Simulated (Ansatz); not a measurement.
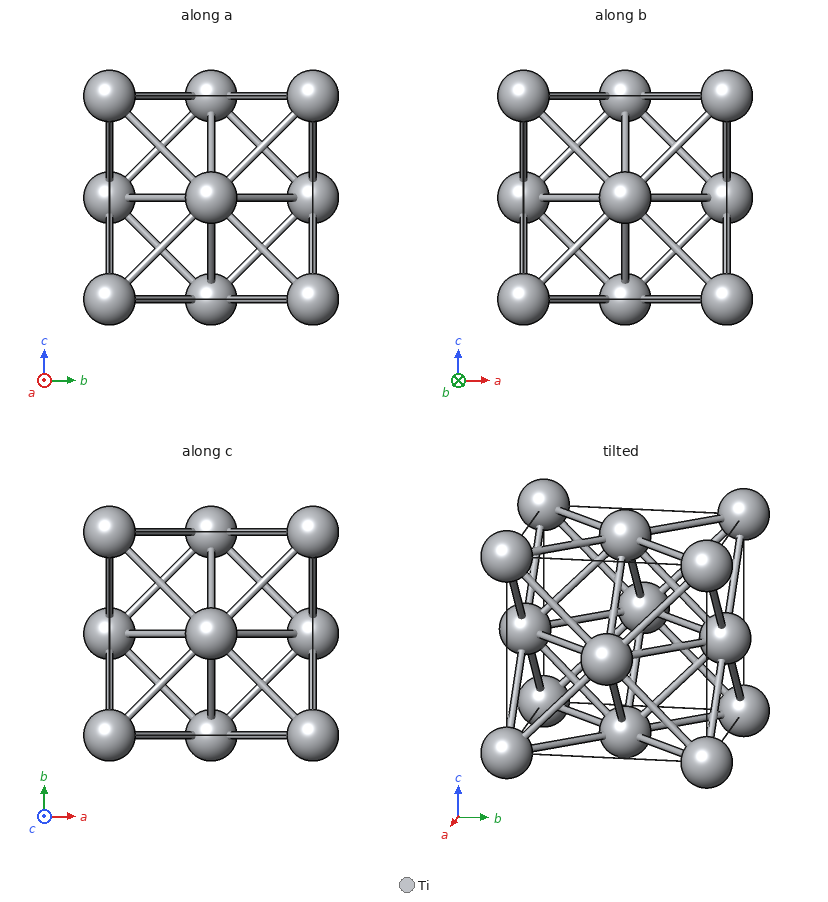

Ball-and-stick representation of a periodic structure, projected along the a axis, along the b axis, along the c axis and slightly off an axis. Lines trace the edges of the conventional unit cell.

Lattice parameters: a = 4.1628 Å, b = 4.1628 Å, c = 4.1628 Å, α = 90.000°, β = 90.000°, γ = 90.000°.

> Express the structure as a CIF with its space group and independent sites.

```cif
data_structure
_symmetry_space_group_name_H-M 'F m -3 m'
_symmetry_Int_Tables_number 225
_cell_length_a 4.1628
_cell_length_b 4.1628
_cell_length_c 4.1628
_cell_angle_alpha 90.000
_cell_angle_beta 90.000
_cell_angle_gamma 90.000
_cell_volume 72.14
loop_
_atom_site_label
_atom_site_type_symbol
_atom_site_symmetry_multiplicity
_atom_site_Wyckoff_symbol
_atom_site_fract_x
_atom_site_fract_y
_atom_site_fract_z
_atom_site_occupancy
Ti1 Ti 4 a 0.0000 0.0000 0.0000 1
```

Source of the structure: a structure type filled with this element by a generator (whether the element takes this form wasn't checked). Earlier steps of the study may have refined or changed the cell and positions. It was run through Ansatz as a DFT input.
